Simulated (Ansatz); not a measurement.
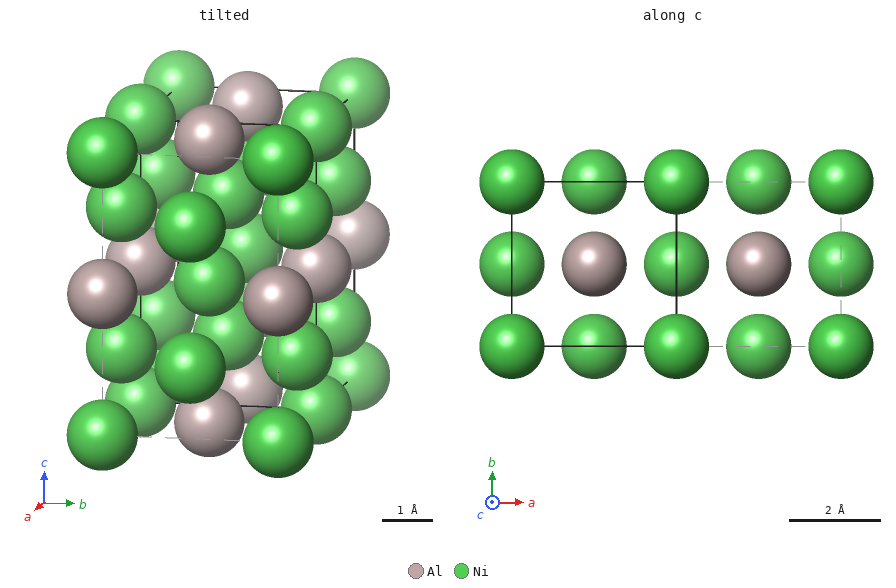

An orthographic spheres-only view of the structure, slightly off an axis and along the c axis. The solid frame is a single conventional unit cell within a 2×1×1 block.

AlNi₃, space group I4/mmm (No. 139), a = 3.65 Å, b = 3.65 Å, c = 5.83 Å, α = 90.00°, β = 90.00°, γ = 90.00°.

All computed values are from Ansatz, DFT r2SCAN, scalar-relativistic, plane waves, PAW. Settings: a basis cut at 500 eV, k-points about 0.15 Å⁻¹ apart, Gaussian smearing of 0.15 eV, no spin polarisation (a spin-restricted run, not always the ground state).

What is the band gap, if any?

Answer. A metal: bands cross the Fermi level.

Give the pressure and its sign.

Answer. The computed pressure is 34.4 GPa (compressed: it would expand). The stress isn't hydrostatic: its largest component is 36.1 GPa.

It derives from a structure listed in the Materials Project. The cell was then strained or its atoms displaced on purpose. It was the input of a calculation with Ansatz.

At this level of theory the run's own cell isn't at rest (compressed, at 34 GPa), so its distances can differ from those at equilibrium, the more so the softer the solid.
